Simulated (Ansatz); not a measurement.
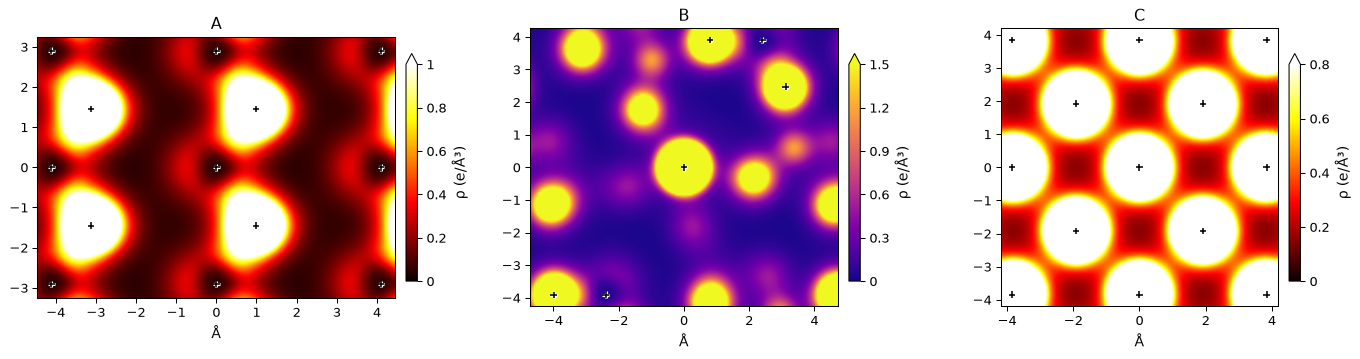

The valence pseudo-density of 3 systems, each on a plane through atoms (crosses mark nuclei in the plane).

Method: Kohn-Sham DFT of a periodic cell, PBEsol, Ansatz PAW (Ansatz 0.2.0).

System 1: HfSiO4, the (111) plane of the conventional cell. Space group I4₁/amd; not relaxed (largest force 0.8 eV/Å); computed pressure about 12 GPa in this cell.

System 2: Pt, the (001) plane of the conventional cell. Space group Fm-3m; computed pressure about 20 GPa in this cell.

```cif
data_structure
_symmetry_space_group_name_H-M 'P 1'
_symmetry_Int_Tables_number 1
_cell_length_a 3.8417
_cell_length_b 3.8417
_cell_length_c 3.8417
_cell_angle_alpha 90.000
_cell_angle_beta 90.000
_cell_angle_gamma 90.000
_cell_volume 56.70
loop_
_atom_site_label
_atom_site_type_symbol
_atom_site_fract_x
_atom_site_fract_y
_atom_site_fract_z
_atom_site_occupancy
Pt1 Pt 0.00000 0.00000 0.00000 1
Pt2 Pt 0.50000 0.50000 0.00000 1
Pt3 Pt 0.50000 0.00000 0.50000 1
Pt4 Pt 0.00000 0.50000 0.50000 1
```

System 3: Si3N4, the (11̄0) plane of the conventional cell. Space group P-43m; a generated structure, not necessarily the stable one.

```
Si N
1.0
     4.10499    0.00000    0.00000
     0.00000    4.10499    0.00000
     0.00000    0.00000    4.10499
Si N
3 4
Direct
  0.00000 0.00000 0.50000
  0.50000 0.00000 0.00000
  0.00000 0.50000 0.00000
  0.24032 0.24032 0.75968
  0.75968 0.75968 0.75968
  0.24032 0.75968 0.24032
  0.75968 0.24032 0.24032
```

Which map belongs to which system?

Answer. Panel A is system 3, Si3N4: the plane holds Si and N. Si–N (1.76 Å): ρ is about 1 e/Å³ halfway. Panel B is system 1, HfSiO4: the plane holds Hf, Si and O. Si–O (1.60 Å): the density is about 1.3 e/Å³ at the midpoint. Panel C is system 2, Pt: the plane holds Pt. Pt–Pt (2.72 Å): ρ at the midpoint is about 0.42 e/Å³.
